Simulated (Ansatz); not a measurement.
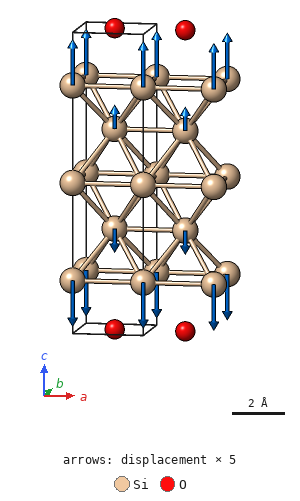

A relaxation of solid Si$_{5}$O (a generated structure, set up in P4/mmm) (coarse preliminary run). The starting structure is drawn; blue arrows show the displacements (the part carried along by the change of the cell is left out), magnified 5 times.

A ball-and-stick model of the cell of the calculation, repeated 2 × 1 × 1 with one cell outlined, seen slightly off an axis.

Method: DFT PBE, scalar-relativistic, plane waves, PAW in Ansatz 0.2.0. Settings: plane-wave cutoff 420 eV; k-point mesh 6 × 6 × 2; occupations gaussian; smearing width 0.1 eV; collinear spin; cell and atoms relaxed; force threshold 0.04 eV/Å; at most 70 steps.

Atoms of which element are displaced furthest, and by how much?

Silicon: up to 0.36 Å, against 0.00 Å for oxygen.

Describe the change and its energy.

Over 13 accepted moves (15 points after the start) the energy falls by 352 meV per atom. Largest force component: 1.2 eV/Å at the start, 0.02 eV/Å at the end. Pressure: −6.73 GPa at the start and 0.20 GPa at the end. The line search rejected the trial step at point 12 of the run. The SCF was repeated once at an unchanged geometry on a basis and grid sized afresh for the cell, which shifted the energy by 3.3 meV per atom at most. The largest moves relative to the cell, 0.36 Å, are those of Si atoms. O stays in place. The drawn cell changes as follows: a = b 2.772 → 3.013 Å (+8.7 %), c 11.742 → 8.796 Å (−25.1 %); the volume changes by −11.5 %. Among the contacts that change: Si–Si 4.133 → 2.369 Å, O–Si 3.928 → 2.751 Å, O–Si 2.848 → 2.438 Å, Si–Si 2.772 → 3.013 Å. New bonds form, among them: Si–Si (4.13 → 2.37 Å). Among the angles between lasting bonds that change: Si–Si–Si 93.0° → 107.4°, Si–Si–Si 61.7° → 69.5°. The space group stays P4/mmm (No. 123). The program noted that the starting moments weren't kept. Cost: 3.2 min on 1 thread of Intel(R) Xeon(R) Processor @ 2.50GHz (Skylake/Cascade Lake), with other jobs on the host, peak memory 0.4 GiB.

Limits of the set-up: the k-point mesh is coarse for a cell with partly filled bands.
